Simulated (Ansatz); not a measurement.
Input

```
crystal:
  lattice:
    - [2.9230552965, 0.0, 0.0]
    - [-1.4615276482, 2.5314401434, 0.0]
    - [0.0, 0.0, 5.0921016473]
  atoms:
    - { symbol: Mg, position: [0.0, 0.0, 0.0] }
    - { symbol: Mg, position: [0.0, 0.0, 0.5] }
    - { symbol: O, position: [0.3333333333, 0.6666666667, 0.25] }
    - { symbol: O, position: [0.6666666667, 0.3333333333, 0.75] }
kpoints:
  mp_grid: { grid: [6, 6, 2] }
hamiltonian:
  xc: hse06
scf:
  occupations: { method: fixed }
  n_extra_bands: 5
output:
  forces: true
  stress: true
  eigenvalues: true
  write_density: true
  write_potential: true
  elf: true
  volumetric_format: npy
```

Launched as:

```sh
ansatz run input.yaml --threads 4 --pin off --max-ram 3686MiB --backend cpu --events-out ev --progress --plain --runs-dir out
```

Below, planes, directions and counts refer to the conventional cell (a = 2.92 Å, b = 2.92 Å, c = 5.09 Å, α = 90.00°, β = 90.00°, γ = 120.00°).

Space group P6₃/mmc; started from the NiAs prototype, which need not be the ambient phase.

All numbers below come from DFT, HSE06, plane waves, PAW in Ansatz.

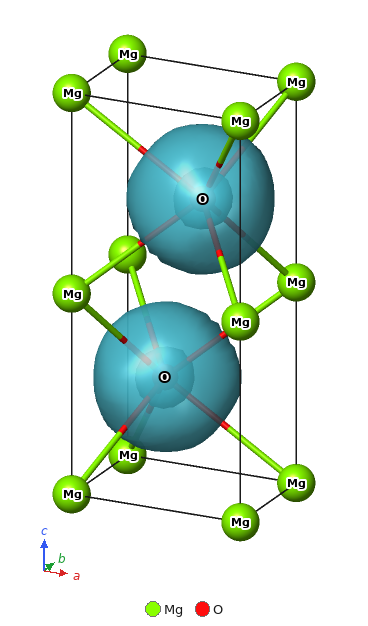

MgO. Isosurface of the ELF at 0.7 (cyan), seen slightly off an axis. Only the valence region is drawn (cores and ρ < 0.01 e/Å³ removed). Sticks mark near contacts.

In a PAW calculation such maps are meaningful between the atoms, not at the nuclei.

Identify the bonds, lone pairs and shells in this picture.

The surface consists of two regions wrapped around O (the valence shell of each), counted in one cell of 4 atoms. Any copies at cell faces, edges or corners count once. Along the contacts the grid gives the following. Mg–O (2.11 Å): the ELF peaks at about 0.85 in the valence shell of O, 0.6 Å from its nucleus, and is about 0.35 at the midpoint: a largely ionic contact.

Does the calculation make it a metal, or give it a gap?

It is gapped, with a Kohn–Sham gap of 6.2 eV on the k-point mesh, an upper bound to the gap of this method.
